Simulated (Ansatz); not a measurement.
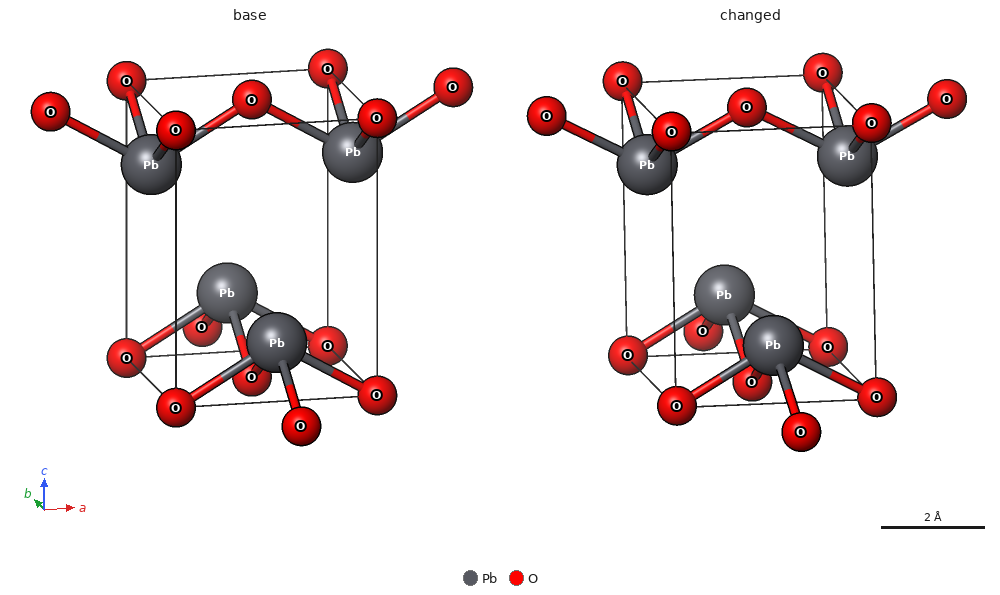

Left: crystalline PbO (built on the PbO type). Right: the same structure after one change, at the same scale. A ball-and-stick model of the cell of the calculation, seen slightly off an axis.

The calculation used Ansatz, DFT PBE, scalar-relativistic, plane waves, PAW. (plane-wave cutoff 420 eV; k-point mesh 8 × 8 × 6; occupations gaussian; smearing width 0.05 eV; no spin polarisation)

What distinguishes the right structure from the left one?

The cell is strained by +1.7 % roughly along [2 2 −1], +0.9 % roughly along [1 −2 −1], −2.7 % roughly along [1 0 1] (volume −0.2 %) and atoms are displaced by up to 0.08 Å (root mean square over those that move 0.06 Å) relative to the cell. No relaxation follows.

What does the change do?

Some distances before and after: O–Pb 2.352 → 2.232 to 2.455 Å. The space group (tolerance 0.01 Å) goes from P4/nmm (No. 129) to P1 (No. 1). Energy change: +25.1 meV per atom. The pressure goes from 0.0 to 1.2 GPa. The principal stresses (compression positive) are 4.5 GPa along [2 0 1], 0.7 GPa along [2 −2 −3], −1.4 GPa roughly along [1 3 −1]. The largest force is 0.81 eV/Å, on an O atom. The forces mostly point back along the displacements (cosine −0.86). The gap on the k-mesh goes from 1.80 to 1.72 eV.

Limits of the set-up: layers or molecules are held without a dispersion correction, so their spacing is unreliable.
